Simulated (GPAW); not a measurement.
System: C (space group Fd-3m).

Method: PAW DFT in plane waves, on a grid or in atomic orbitals, no spin polarisation; energies at scaled volumes of the given cell, shape and fractions fixed, counted from the fit's minimum, third-order Birch-Murnaghan fit (GPAW 26.7.0). All runs: no spin polarisation.

- k mesh: 5×5×5
- occupations: Fermi–Dirac
- smearing width: 0.05 eV
- potentials: GPAW PAW data sets (gpaw data 1.2.1)
- wave cutoff: 600 eV

Predict the energy against volume, with one curve for each functional. The cases: PBE0; HSE06.

The fitted equilibrium volumes, smallest first, are PBE0 5.579, HSE06 5.588 Å³/atom. The fitted bulk moduli, smallest first, are HSE06 467.3, PBE0 471.5 GPa.

PBE0:
| volume (Å³/atom) | energy (meV/atom) |
| --- | --- |
| 5.3315 | 17.35 |
| 5.4450 | 4.94 |
| 5.5584 | 0.15 |
| 5.6718 | 2.17 |
| 5.7853 | 10.54 |
| 5.8987 | 24.77 |
| 6.0122 | 44.06 |

HSE06:
| volume (Å³/atom) | energy (meV/atom) |
| --- | --- |
| 5.3315 | 18.35 |
| 5.4450 | 5.51 |
| 5.5584 | 0.26 |
| 5.6718 | 1.79 |
| 5.7853 | 9.64 |
| 5.8987 | 23.34 |
| 6.0122 | 42.08 |

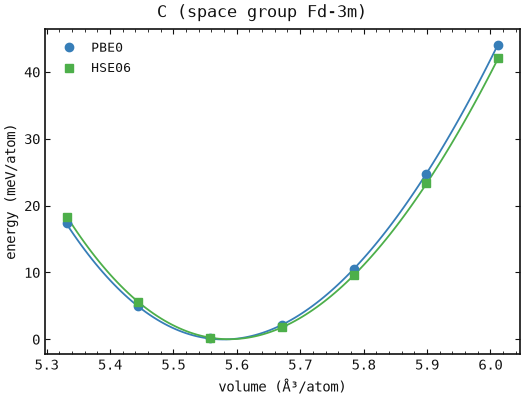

Note: coarse k mesh.
